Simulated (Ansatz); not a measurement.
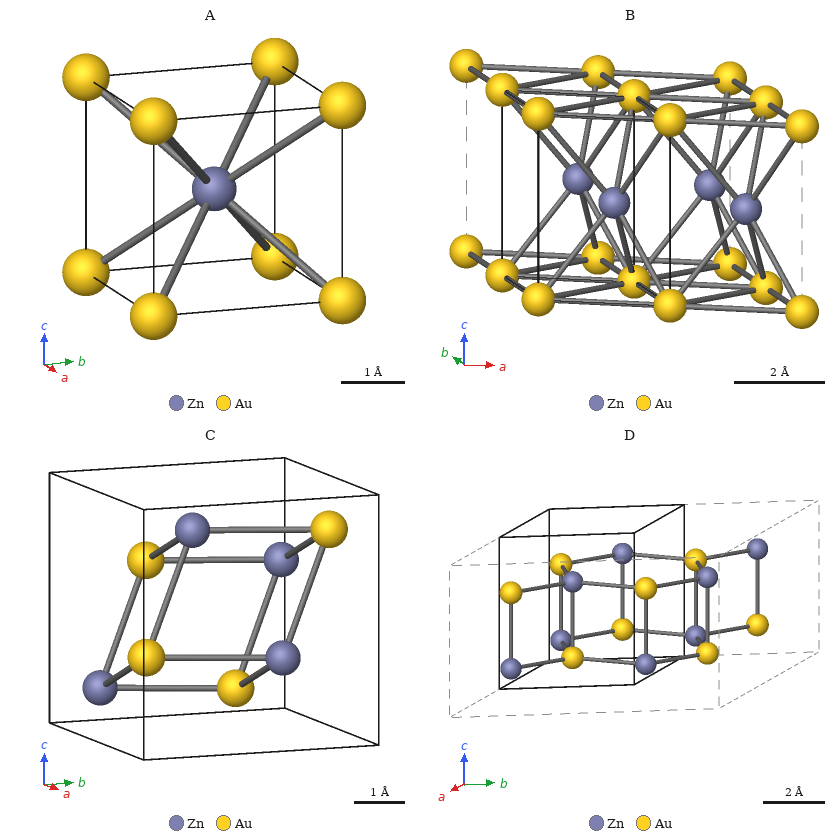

Four structures of ZnAu, each relaxed to rest (conventional cells in solid outline, small ones repeated, each panel with its own scale). Method: Ansatz, DFT PBE, scalar-relativistic, plane waves, PAW, without spin polarisation.

What are the structures shown?

Answer. A: caesium chloride (CsCl, B2) type, Pm-3m; B: 2 atoms a cell on a primitive hexagonal lattice, P-6m2; C: 8 atoms a cell on a primitive cubic lattice, P2_13; D: 4 atoms a cell on a primitive hexagonal lattice, P6_3/mmc.

Rank them by energy, lowest first.

Answer. C, then A (+10 meV/atom), B (+65 meV/atom) and D (+248 meV/atom), energies at zero smearing.

Collect the results in a table.

Answer.
| panel | structure | E − E(lowest) (meV/atom) | volume (Å³/atom) | gap (eV) |
| --- | --- | --- | --- | --- |
| C | P2_13 | 0 | 16.5 | metal |
| A | Pm-3m | 10 | 16.2 | metal |
| B | P-6m2 | 65 | 16.7 | metal |
| D | P6_3/mmc | 248 | 22.6 | metal |

Some of these may be structure types tried for this composition rather than known phases, and the most stable form need not be among them. Gaps are taken on the k-mesh or band path of each run.
